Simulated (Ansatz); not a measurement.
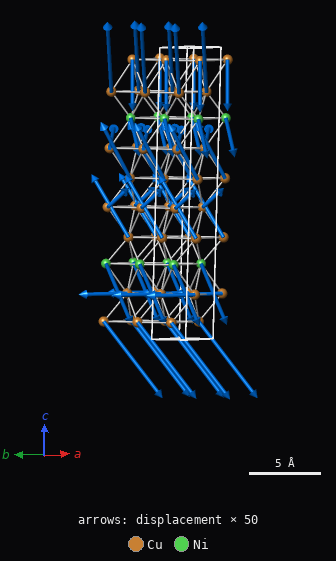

A relaxation of crystalline Cu4Ni (a generated structure, set up in P1) (coarse preliminary run). The starting structure is drawn; blue arrows show the displacements (the part carried along by the change of the cell is left out), magnified 50 times.

Style: ball-and-stick. Shown: the cell of the calculation, repeated 2 × 3 × 1 with one cell outlined, from a free direction.

These are results of DFT PBE, scalar-relativistic, plane waves, PAW (Ansatz), not measurements. Set-up: plane-wave cutoff 420 eV; k-point mesh 12 × 12 × 1; occupations gaussian; smearing width 0.2 eV; no spin polarisation; cell and atoms relaxed; force threshold 0.025 eV/Å; at most 60 steps.

Atoms of which element are displaced furthest, and by how much?

Copper: up to 0.14 Å, against 0.10 Å for nickel.

What did the optimiser do to the structure, and how much energy did it gain?

After 3 accepted moves (4 points after the start) the energy has fallen by 38.9 meV per atom. The largest force component goes from 1.6 to 0.0027 eV/Å. Pressure: 3.61 GPa at the start and 0.12 GPa at the end. At 1 point the geometry stayed and the basis and grid were re-selected for the new cell (energy shift of less than 0.05 meV per atom at most each time). The atom that moves furthest relative to the cell is a Cu atom (0.14 Å in a general direction near [−3 −3 1]). By element the largest moves are Cu 0.14 Å, Ni 0.10 Å. Cell: a 2.522 → 2.537 Å (+0.6 %), b 2.559 → 2.537 Å (−0.9 %), c 20.675 → 21.000 Å (+1.6 %), α 91.0° → 90.0°, β 88.0° → 90.0°, γ 119.6° → 120.0°. Volume +1.0 %. Near-neighbour distances that change, for instance: Cu–Ni 2.318 → 2.533 Å, Cu–Ni 2.344 → 2.532 Å, Cu–Cu 2.405 → 2.579 Å, Cu–Cu 2.426 → 2.578 Å. The space group (tolerance 0.01 Å) goes from P1 (No. 1) to P6_3/mmc (No. 194). Cost: 2.1 min on 4 threads of Intel(R) Xeon(R) Platinum 8488C (Sapphire Rapids), on a shared host, peak memory 1.1 GiB.
